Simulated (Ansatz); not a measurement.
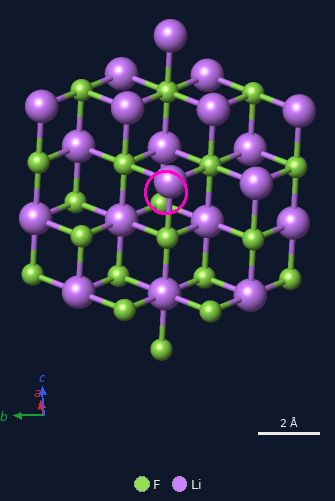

Perfect LiF. The picture is a ball-and-stick view of the atoms within 5.4 Å of one point, in a slice 3.4 Å thick across the line of sight, seen from a free direction.

Method: Ansatz 0.2.0, DFT, PBEsol, PAW, plane waves. Set-up: plane-wave cutoff 420 eV; k-point mesh 1 × 1 × 1; mesh shifted by (0.25, 0.25, 0.25); collinear spin. Fermi-Dirac smearing of 0.01 eV. The axes drawn are those of the host's conventional cell.

An extra lithium atom is put between the host's atoms (an interstitial) at the ringed place, in charge state 0. The supercell has 64 sites, and the atoms are relaxed at the host's cell.

> Predict the relaxed surroundings of the defect.

The Li atom starts with 4 Li at 1.73 to 1.74 Å, 4 F at 1.73 to 1.74 Å around its place and ends with 4 F at 1.78 Å. Of the host's atoms, a lithium atom moves furthest from its site, by 0.45 Å. The cell's net moment is 1.00 μB.

The relaxed defect, seen from the same direction:

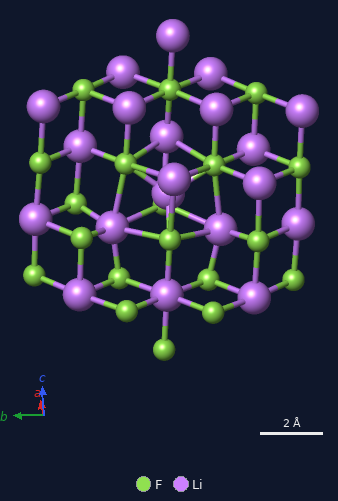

Limits of the set-up: the periodic images lie only 8.0 Å apart, so the values are limited by the cell's size.
